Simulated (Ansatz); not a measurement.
Input

```
crystal:
  lattice:
    - [-0.0159788484, 2.3808484095, 2.3808484095]
    - [2.3808484095, -0.0159788484, 2.3808484095]
    - [2.3808484095, 2.3808484095, -0.0159788484]
  atoms:
    - { symbol: Ti, position: [0.0, 0.0, 0.0] }
    - { symbol: O, position: [0.2504152447, 0.2504152447, 0.2504152447] }
    - { symbol: O, position: [0.7495847553, 0.7495847553, 0.7495847553] }
kpoints:
  mp_grid: { grid: [6, 6, 6] }
  band_path:
    path:
      - [0.0, 0.0, 0.0]
      - [0.5, 0.0, 0.5]
      - [0.625, 0.25, 0.625]
      - [0.375, 0.375, 0.75]
      - [0.5, 0.5, 0.5]
      - [0.5, 0.25, 0.75]
      - [0.0, 0.5, 0.5]
    npoints: 1
hamiltonian:
  xc: hse06
scf:
  occupations: { method: fixed }
  n_extra_bands: 4
output:
  forces: true
  stress: true
  eigenvalues: true
  write_density: true
  write_potential: true
  elf: true
  volumetric_format: npy
```

Command:

```sh
ansatz run input.yaml --threads 4 --pin off --max-ram 4608MiB --backend cpu --events-out ev --progress --plain --runs-dir out
```

Below, planes, directions and counts refer to the conventional cell (a = 3.39 Å, b = 3.39 Å, c = 8.22 Å, α = 90.00°, β = 90.00°, γ = 120.00°).

Space group R-3m; started from the fluorite prototype, which need not be the ambient phase; changed on purpose from its base cell (shear 111 strain -1.0%); computed without spin polarisation.

Method: DFT, HSE06, plane waves, PAW (Ansatz 0.2.0).

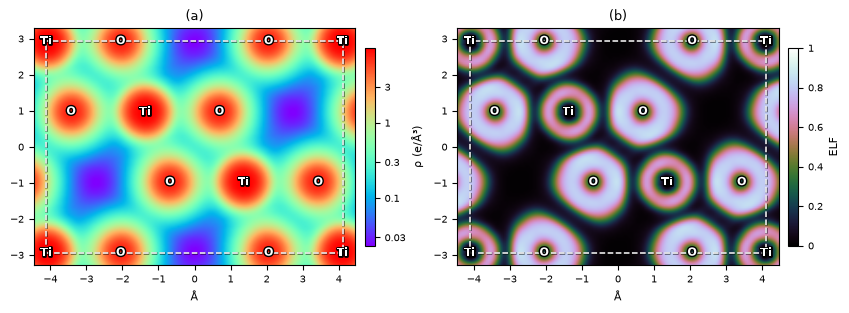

TiO₂. (a) valence charge density (pseudo); (b) ELF on the (110) plane of the conventional cell.

Core electrons are frozen (PAW), and the valence fields are smoothed inside the atomic spheres.

What do the fields say about this system?

Atoms in the plane: Ti and O. Ti–O (2.06 Å): ρ is about 0.57 e/Å³ halfway; the ELF peaks at about 0.85 in the valence shell of O, 0.6 Å from its nucleus, and is about 0.25 at the midpoint: no shared electron pair shows on this line. Between the atoms the lowest density in this plane is 0.02 e/Å³. The features right at Ti lie inside the PAW spheres, where the map follows smoothed inner orbitals and isn't to be read closely.

Metal or insulator at this level of theory?

It is gapped, with a Kohn–Sham gap of 2.6 eV on the k-point mesh (the band edges may lie off the mesh, which would make the gap smaller).
